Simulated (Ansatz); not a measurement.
## Electronic structure of Dy in real space

The calculation's input:

```
crystal:
  lattice:
    - [3.5903, 0.0, 0.0]
    - [-1.79515, 3.1092910072, 0.0]
    - [0.0, 0.0, 5.6475]
  atoms:
    - { symbol: Dy, position: [0.6666666667, 0.3333333333, 0.75], spin: 5.0 }
    - { symbol: Dy, position: [0.3333333333, 0.6666666667, 0.25], spin: 5.0 }
hamiltonian:
  xc: pbe
  pseudopotentials: { kind: paw }
magnetization:
  spin_polarized: true
kpoints:
  mp_grid: { grid: [9, 9, 5] }
scf:
  occupations: { method: fermi_dirac, width: 0.05 }
output:
  forces: true
  stress: true
  eigenvalues: true
  write_density: true
  write_potential: true
  elf: true
  volumetric_format: npy
```

Run with:

```sh
ansatz run input.yaml --threads 2 --pin off --max-ram 5120MiB --backend cpu --events-out ev --progress --plain --runs-dir out
```

Below, planes, directions and counts refer to the conventional cell (a = 3.59 Å, b = 3.59 Å, c = 5.65 Å, α = 90.00°, β = 90.00°, γ = 120.00°).

Space group P6₃/mmc; computed pressure about 2 GPa in this cell; the SCF solution may not be the lowest one; no Hubbard U on the f states and no spin–orbit coupling; the program warned that a lower state may break the symmetry and an open shell was started evenly filled; spin-polarised.

Level of theory: Ansatz, Kohn-Sham DFT of a periodic cell, PBE, Ansatz PAW.

The density is the valence pseudo-density of a PAW calculation; it isn't the true density close to the nuclei.

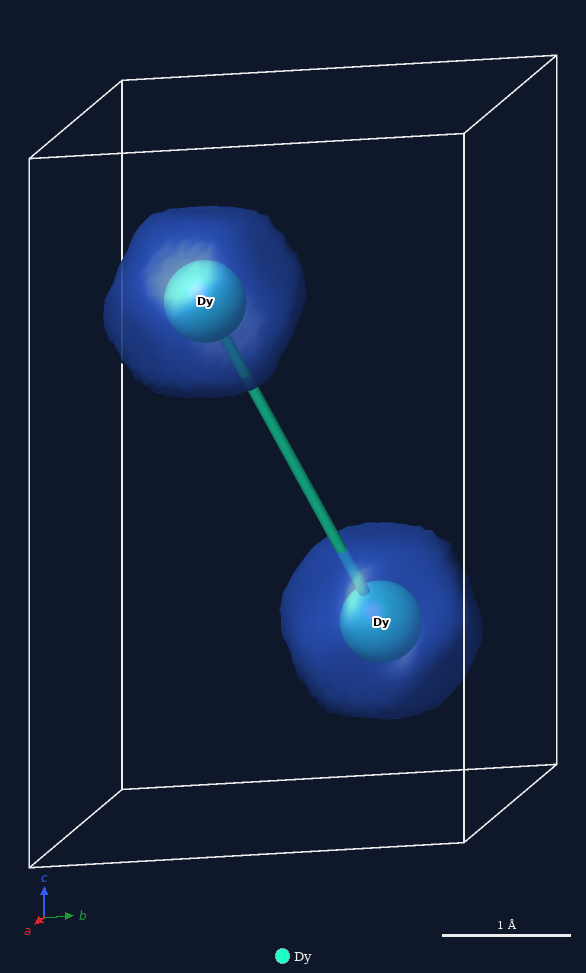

Figure 1. Isosurfaces of the spin density at +0.3 (blue) and −0.3 e/Å³ (red), seen slightly off an axis. Sticks mark near contacts.

> Which atoms carry the moments, and with what signs?

The spin density sits on Dy: +4.6 μB (×2) in one cell of 2 atoms: parallel moments (a ferromagnetic arrangement) in this solution. The cell of the calculation (2 atoms) carries 9.4 μB of net spin moment. Only one sign reaches the isovalue.

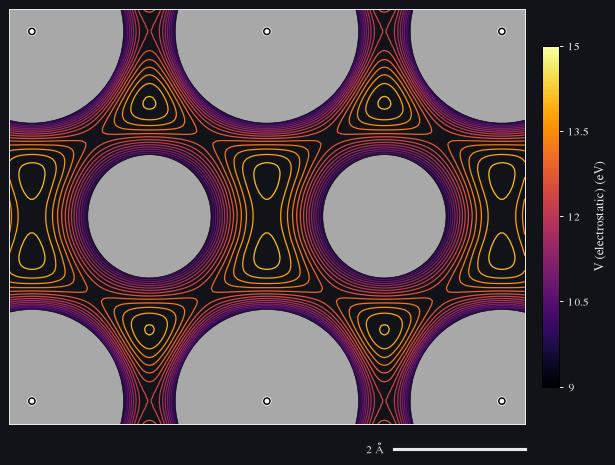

Figure 2. Electrostatic potential energy of an electron on the (100) plane of the conventional cell. Circles mark the nuclei in the plane (Dy). Grey discs cover the atomic cores.

> What does the map show?

Atoms in the plane: Dy. Outside the cores the potential energy rises away from the atoms and is highest about 2.1 Å from the nearest atoms; its zero is arbitrary.
